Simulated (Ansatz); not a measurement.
A periodic structure is given below.

```cif
data_structure
_symmetry_space_group_name_H-M 'P 1'
_symmetry_Int_Tables_number 1
_cell_length_a 4.7807
_cell_length_b 4.7807
_cell_length_c 3.2018
_cell_angle_alpha 90.000
_cell_angle_beta 90.000
_cell_angle_gamma 90.000
_cell_volume 73.18
loop_
_atom_site_label
_atom_site_type_symbol
_atom_site_fract_x
_atom_site_fract_y
_atom_site_fract_z
_atom_site_occupancy
Hf1 Hf 0.00000 0.00000 0.00000 1
Hf2 Hf 0.50000 0.50000 0.50000 1
O1 O 0.19542 0.80458 0.50000 1
O2 O 0.30458 0.30458 0.00000 1
O3 O 0.69542 0.69542 0.00000 1
O4 O 0.80458 0.19542 0.50000 1
```

### Say what kind of structure these coordinates give.

The stoichiometry is HfO2. It is primitive tetragonal, space group P4_2/mnm (No. 136). This arrangement goes by the name rutile. Cell content 2 Hf, 4 O; Z = 2. Neighbours within bonding distance: Hf 8 and O 3. Not all metal-metal contacts are counted.

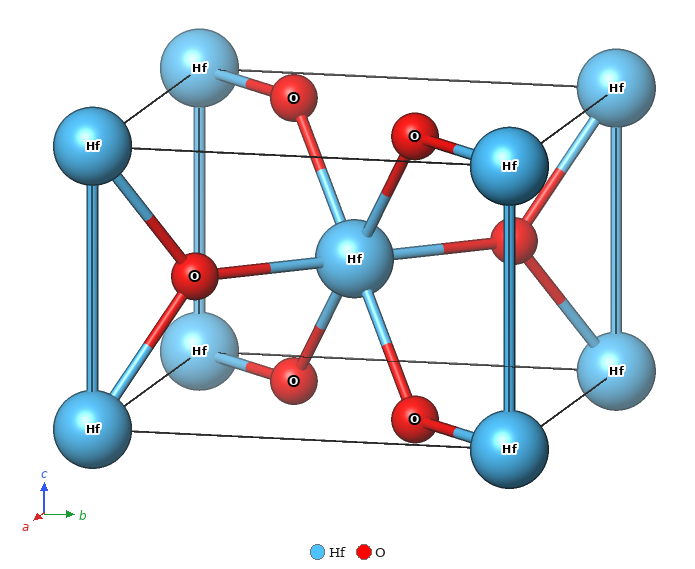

Crystal structure, ball-and-stick style, seen slightly off an axis. The frame is the conventional unit cell; atoms at its boundary are shown with their periodic copies.

Starting structure: a structure listed in the Materials Project. It was relaxed with DFT PBE, scalar-relativistic, plane waves, PAW in Ansatz under a constraint or pressure on the cell, so some stress remains.

At this level of theory the cell isn't at rest (compressed, at 12 GPa), so its distances can differ from those at equilibrium, the more so the softer the solid.
